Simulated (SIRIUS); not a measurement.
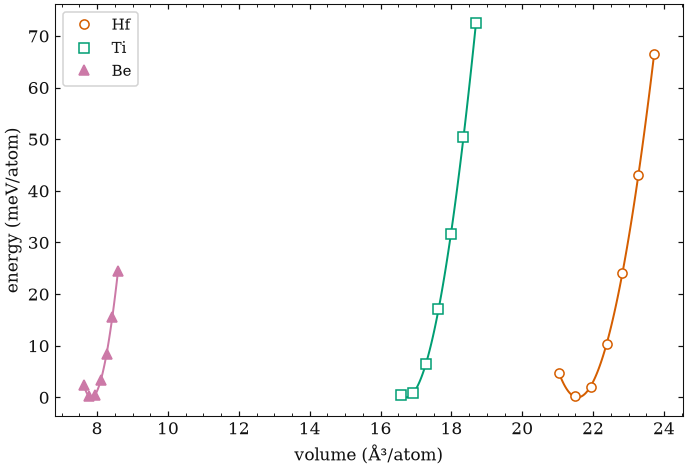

The figure shows the energy against volume, with one curve for each element, for Be, Hf and Ti (all in space group P6_3/mmc (No. 194)).

Calculation (SIRIUS 7.12.0): all-electron LAPW DFT, no spin polarisation; energies at scaled volumes of the given cell, shape and fractions fixed, counted from the fit's minimum, third-order Birch-Murnaghan fit. Level: PBEsol.

```csv
setting,value
occupations,Fermi–Dirac
smearing width,0.05 eV
potentials,all electron FP LAPW
```

Settings that differ: Hf: k mesh 10×10×5; Ti: k mesh 10×10×6; Be: k mesh 13×13×8.

### Order the curves by fitted equilibrium volume, smallest first.

Be 7.838, Ti 16.729, Hf 21.564 Å³/atom.

### Order the curves by fitted bulk modulus, smallest first.

Hf 113.1, Ti 120.7, Be 124.1 GPa.

Note: shape and atomic fractions are frozen while scaling, which makes layered, chain and framework solids too stiff.

The computed values:

Hf:
```json
{"volume (Å³/atom)": "21.04", "energy (meV/atom)": "4.65"}
{"volume (Å³/atom)": "21.49", "energy (meV/atom)": "0.22"}
{"volume (Å³/atom)": "21.93", "energy (meV/atom)": "2.10"}
{"volume (Å³/atom)": "22.38", "energy (meV/atom)": "10.31"}
{"volume (Å³/atom)": "22.83", "energy (meV/atom)": "24.13"}
{"volume (Å³/atom)": "23.28", "energy (meV/atom)": "43.06"}
{"volume (Å³/atom)": "23.72", "energy (meV/atom)": "66.52"}
```

Ti:
```json
{"volume (Å³/atom)": "16.58", "energy (meV/atom)": "0.52"}
{"volume (Å³/atom)": "16.93", "energy (meV/atom)": "0.91"}
{"volume (Å³/atom)": "17.28", "energy (meV/atom)": "6.54"}
{"volume (Å³/atom)": "17.64", "energy (meV/atom)": "17.02"}
{"volume (Å³/atom)": "17.99", "energy (meV/atom)": "31.71"}
{"volume (Å³/atom)": "18.34", "energy (meV/atom)": "50.39"}
{"volume (Å³/atom)": "18.69", "energy (meV/atom)": "72.51"}
```

Be:
```json
{"volume (Å³/atom)": "7.6192", "energy (meV/atom)": "2.47"}
{"volume (Å³/atom)": "7.7813", "energy (meV/atom)": "0.17"}
{"volume (Å³/atom)": "7.9434", "energy (meV/atom)": "0.53"}
{"volume (Å³/atom)": "8.1055", "energy (meV/atom)": "3.36"}
{"volume (Å³/atom)": "8.2676", "energy (meV/atom)": "8.43"}
{"volume (Å³/atom)": "8.4297", "energy (meV/atom)": "15.56"}
{"volume (Å³/atom)": "8.5918", "energy (meV/atom)": "24.56"}
```
